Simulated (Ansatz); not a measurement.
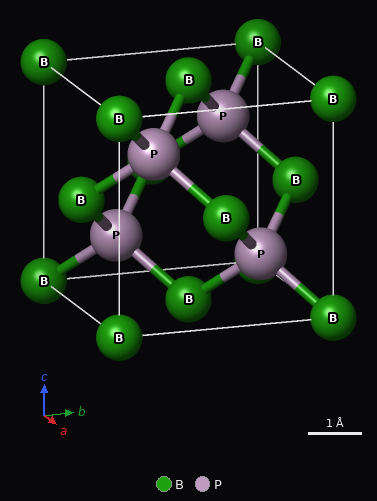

Phonons of crystalline BP relaxed at 40 GPa, at the zone centre. Style: ball-and-stick. Shown: the conventional cell (4 times the calculation's cell), slightly off an axis. Lengths and directions refer to the drawn axes.

Method: DFT PBE, scalar-relativistic, plane waves, PAW (Ansatz). Settings: plane-wave cutoff 420 eV; k-point mesh 12 × 12 × 12; occupations fixed; target pressure 40 GPa; no spin polarisation.

Frequencies are those without the non-analytic (LO–TO) term.

**Which optical modes does it have, at what frequencies, and is it stable there?**

The calculation's cell holds 2 atoms, so there are 3 optical modes, in 1 level. The optical modes span T₂. No level is unstable.

| level | symmetry | frequency (cm⁻¹) | activity |
| --- | --- | --- | --- |
| 1 | T₂ | 952 | infrared- and Raman-active |

The modes drawn as arrows (one member of each degenerate set):

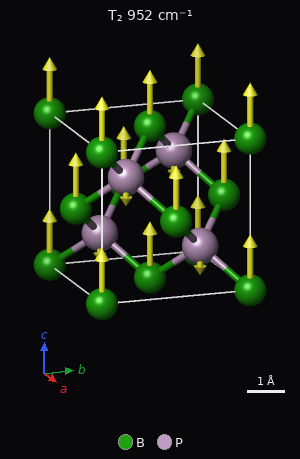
